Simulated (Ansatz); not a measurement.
# Single-point calculation, with input and output: TiAl

TiAl (Cmmm, 2 atoms in the cell), computed with DFT PBEsol, scalar-relativistic, plane waves, PAW, no spin polarisation (Ansatz 0.2.0).

The structure derives from a Materials Project entry. It belongs to a series of runs on one base structure; here: strain -0.0600 x Voigt [0, 0, 0, 0, 0, 1], atoms carried along.

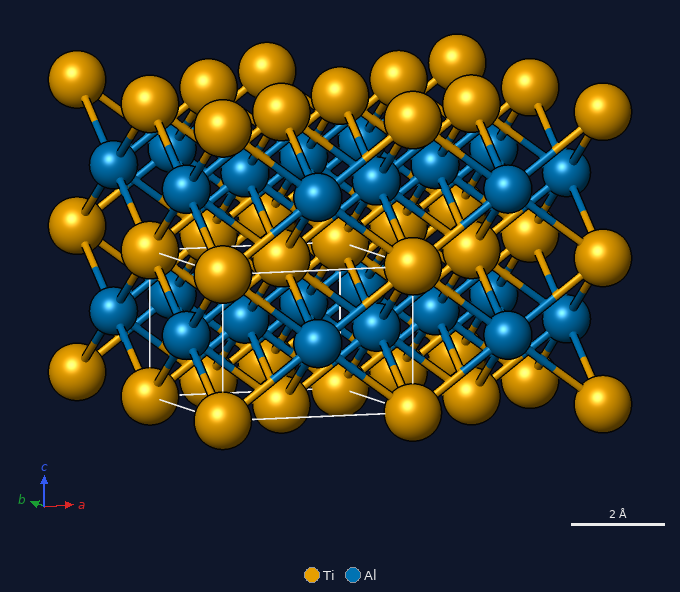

*The structure as given in the input (ball-and-stick view of the cell 2 times as large as that of the calculation, set on its symmetry axes, repeated 2 × 2 × 2, seen slightly off an axis). An atom can appear more than once, as a periodic image.*

Near neighbours in the periodic cell (some may lie outside the picture): Ti has 8 Al at 2.70 to 2.81 Å; Al has 8 Ti at 2.70 to 2.81 Å.

## Results in brief

| quantity | value |
| --- | --- |
| outcome | converged |
| space group (tolerance 0.01 Å) | Cmmm (65) |
| electrons treated | 15 |
| free energy | −2998.9678 eV |
| Fermi energy | 11.328 eV |
| gap on the k-point mesh | none (metallic) |
| pressure | −1.96 GPa |
| largest force (length of the vector) | under 0.001 eV/Å |
| hardware | 1 thread of AMD EPYC (Zen 5), 32 GiB of memory available, shared host |
| wall time | 6 s |
| peak memory | 0.53 GiB |

## Input file
```yaml
crystal:
  lattice:
    - [3.179064, -0.09537192, 0.0]
    - [-0.09537192, 3.179064, 0.0]
    - [0.0, 0.0, 3.179064]
  atoms:
    - { symbol: Ti, position: [0.0, 0.0, 0.0] }
    - { symbol: Al, position: [0.5, 0.5, 0.5] }
basis:
  ecutwfc: 420
kpoints:
  mp_grid: { grid: [16, 16, 16] }
hamiltonian:
  xc: pbesol
scf:
  occupations: { method: gaussian, width: 0.15 }
output:
  forces: true
  stress: true
  eigenvalues: true
  write_density: true
  write_potential: true
  elf: true
  volumetric_format: npy
```

Launch command:
```bash
ansatz run input.yaml --threads 1 --pin off --max-ram 2560MiB --backend cpu --events-out ev --progress --plain --runs-dir out
```

## What the program printed
```
Engine: ansatz 0.2.0, x86_64-unknown-linux-gnu
Pseudopotentials: kind: paw
Pseudopotential: Ti, paw, valence charge 12, recommended cutoff 420 eV (normal), Ti.paw.azcp
Pseudopotential: Al, paw, valence charge 3, recommended cutoff 420 eV (normal), Al.paw.azcp
Functional definition: PBEsol
  exchange = pbesol_x
  correlation = pbesol_c
Crystal: 2 atoms, lattice volume = 32.100 Å³
Basis set: ecut = 420 eV, 639 PW (Γ), exchange–correlation on 48×48×48 points (8 copies of the dense FFT grid, shifted against one another)
Bands: 12, of which v1, the nominal top of the filled ones, is band 8 counted from 1 (7 counted from 0)
Symmetry: 8 space group operations
Space group: Cmmm (ITA 65), of the structure as read, at distance tolerance 3.2e-5 Å
k-points: 657 of 4096
Non-local potential: Ti, projectors of the file, l = 0: 3, l = 1: 2, l = 2: 3, l = 3: 1
Non-local potential: Al, projectors of the file, l = 0: 2, l = 1: 2, l = 2: 1
PAW form: soft (Blöchl's): semilocal exchange-correlation on the pseudo side does not see the compensation charge
PAW frozen core: Ti, regenerated for the run's functional, and the local potential with it (the file was generated under x = pbe(κ = 0.804, μ = 0.2195149727645171), c = pbe(β = 0.06672455060314922))
PAW frozen core: Al, regenerated for the run's functional, and the local potential with it (the file was generated under x = pbe(κ = 0.804, μ = 0.2195149727645171), c = pbe(β = 0.06672455060314922))
PAW one-centre angular grid: Ti, 590 points (default); XC on 64 Gauss nodes
PAW one-centre angular grid: Al, 110 points (default); XC on 64 Gauss nodes
Initial density: superposition of atomic densities (neutral atoms: chi_scale 0, normalization atom), corrected by the library's trained network
Initial wavefunctions: pseudopotential atomic-orbital guess
Functional: x = pbesol(κ = 0.804, μ = 0.12345679012345678), c = pbesol(β = 0.046)
SCF iter   1: F=—  HF=-2998.971070 eV  |F-HF|=—  |Δ(HF+E_count)|=         —  Δρ=4.69e-3  dr2=1.02e-2  ethr=1.77e-3  ⟨swp⟩=5.0  Hψ=40749  notcnv=0
preconditioner: auto → none  [metal: Δε(μ)=0.001 eV  Ē_g=5.300 eV  σ=0.150 eV  W_gap=0.00  n_scr=6 (ndim 8)  ℏωp=17.3 eV  f_vac=0.000  D(μ)=2.52/eV (n_scr^D=26)  sad-step TF]
SCF iter   2: F=—  HF=-2998.969461 eV  |F-HF|=—  |Δ(HF+E_count)|=   1.61e-3  Δρ=3.23e-3  dr2=6.06e-3  ethr=6.80e-5  ⟨swp⟩=1.0  Hψ=13140  notcnv=0
SCF iter   3: F=—  HF=-2998.967849 eV  |F-HF|=—  |Δ(HF+E_count)|=   1.61e-3  Δρ=5.42e-4  dr2=5.26e-5  ethr=4.04e-5  ⟨swp⟩=2.1  Hψ=9832  notcnv=0
SCF iter   4: F=—  HF=-2998.967849 eV  |F-HF|=—  |Δ(HF+E_count)|=   4.83e-7  Δρ=1.19e-4  dr2=1.99e-6  ethr=3.51e-7  ⟨swp⟩=3.0  Hψ=13316  notcnv=0
SCF iter   5: F=—  HF=-2998.967849 eV  |F-HF|=—  |Δ(HF+E_count)|=   4.65e-7  Δρ=2.87e-5  dr2=2.63e-7  ethr=1.33e-8  ⟨swp⟩=2.6  Hψ=11588  notcnv=0
SCF iter   6: F=-2998.967848 eV  HF=-2998.967848 eV  |F-HF|=2.66e-10  |Δ(HF+E_count)|=   8.46e-8  Δρ=3.24e-6  dr2=2.10e-9  ethr=6.67e-10  ⟨swp⟩=7.6  Hψ=43608  notcnv=0
SCF 1 converged in 6 iterations: F = -2998.967848 eV  dr2 = 2.10e-9
  greatest PAW one-centre occupation: 0.999 electrons in one spin orbital (limit 2), on the Ti atom at site 0 (counted from 0), in its partial waves of l = 0
SCF converged after 6 iterations
Free energy (F): -2998.967848 eV
Harris-Foulkes:  -2998.967848 eV  (|F-HF|=2.66e-10)
Internal energy: -2998.939294 eV  (E = F + TS)
E sigma→0 (E₀):  -2998.953571 eV
Entropy (-TS):   -0.028554 eV (-14.277 meV/atom)
Fermi energy:    11.328335 eV
--- Per-component energies (eV) ---
  E_band       = -162.565702
  E_kinetic    = 296.467732
  E_local      = -1021.771345  (includes V_loc(G=0)·N_el)
  E_nonlocal   = 20.670857
  E_hartree    = 434.137117
  E_xc         = -136.609380
  E_vxc        = -151.311772  (∫ρ·V_xc dr)
  E_paw        = -1477.854776  (= ΣΔE_a)
  E_vpaw       = -174.894460  (= ΣTr[D̂ρ^β])
  E_aug_tail   = 0.000112  (compensation charges beyond the density's cutoff)
  E_ewald      = -1114.138133
  E_core_change = 0.158523  (= ΣΔE_core)
  E_smearing   = -0.028554  (= −TS)
  E_closure    = 0.000000  (closes the sum)
  Σ components = -2998.967848   (vs F -2998.967848, Δ=0.00e0)
--- Forces (eV/Å), atoms counted from 1 ---
  atom   1  Ti     0.00000000     0.00000000     0.00000000
  atom   2  Al     0.00000000    -0.00000000     0.00000000
  max |Σ_I F_I| component: 1.58e-30 eV/Å
--- Stress (GPa, compression-positive) ---
       -2.126252       4.289610       0.000000
        4.289610      -2.126252      -0.000000
        0.000000      -0.000000      -1.618935
  P = ⅓ Tr σ = -1.9571 GPa (-19.571 kbar)
--- Band table (eV; the first three rows and the last of 657) ---
  k-point 0: bands = ["-45.2825", "-21.6171", "-21.5926", "-21.5730", "2.1031", "9.9118", "9.9371", "13.0262", "13.1084", "13.2622", "15.7033", "15.7705"]
  k-point 1: bands = ["-45.2820", "-21.6165", "-21.5994", "-21.5724", "2.1657", "9.8816", "9.9651", "12.9057", "13.1160", "13.1620", "15.4990", "15.8732"]
  k-point 2: bands = ["-45.2803", "-21.6185", "-21.6148", "-21.5708", "2.3521", "9.7626", "10.0468", "12.6169", "12.9155", "13.1379", "14.9259", "16.3111"]
  k-point 656: bands = ["-45.2385", "-21.7339", "-21.7213", "-21.7113", "8.1527", "8.2544", "8.3842", "11.9237", "13.8756", "14.1670", "14.1792", "14.3812"]
```

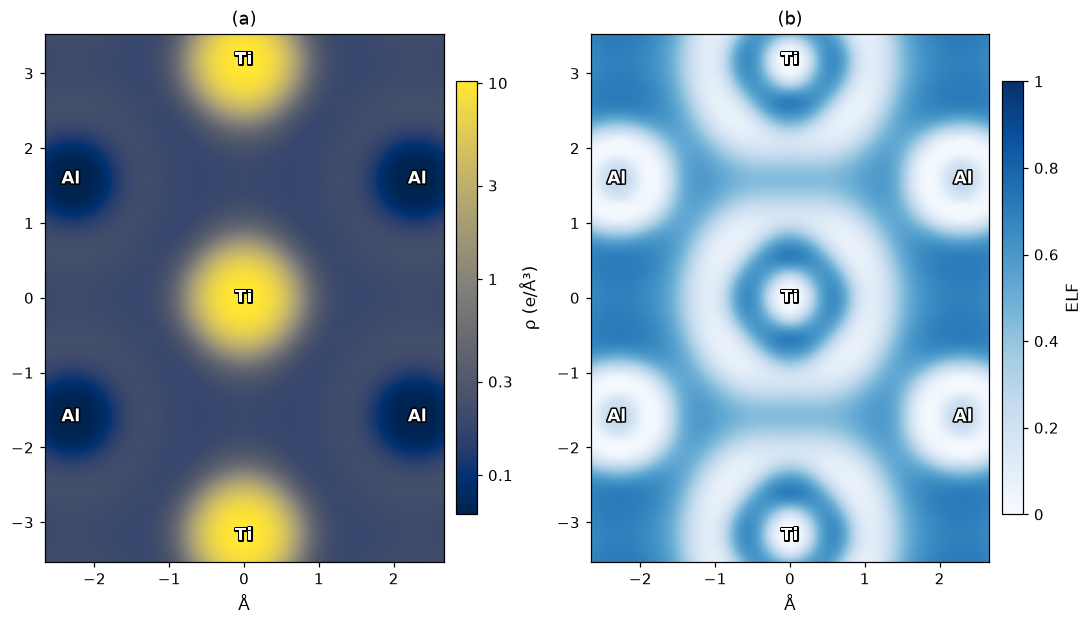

*(a) valence charge density (pseudo); (b) ELF on the (100) plane of the conventional cell.*

Atoms in the plane: Ti and Al. Ti–Al (2.81 Å): ρ at the midpoint is about 0.19 e/Å³; the ELF is about 0.25 at the midpoint (no shared electron pair). Away from the nuclei the density in this plane falls to 0.18 e/Å³ at its lowest. The strong features right at Ti lie inside the PAW spheres (semicore, d or f shells) and say nothing about bonding. The fields are those of the smooth PAW valence density.

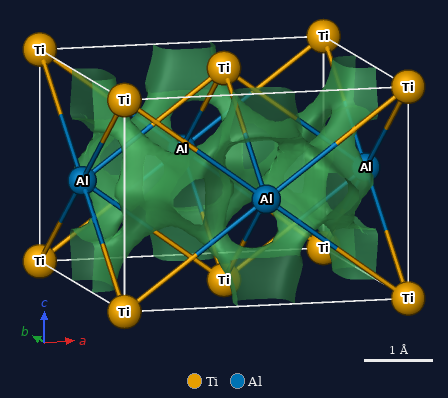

*Isosurface of the electron localisation function at 0.6 (green), seen slightly off an axis. Core shells and regions of very low density are left out. Sticks mark near contacts. The outline is the cell set on symmetry axes.*

Along the contacts the grid gives the following. Ti–Al (2.70 Å): the ELF is about 0.30 at the midpoint (no shared electron pair). Ti–Al (2.81 Å): the ELF is about 0.25 at the midpoint (no localised pair between them).
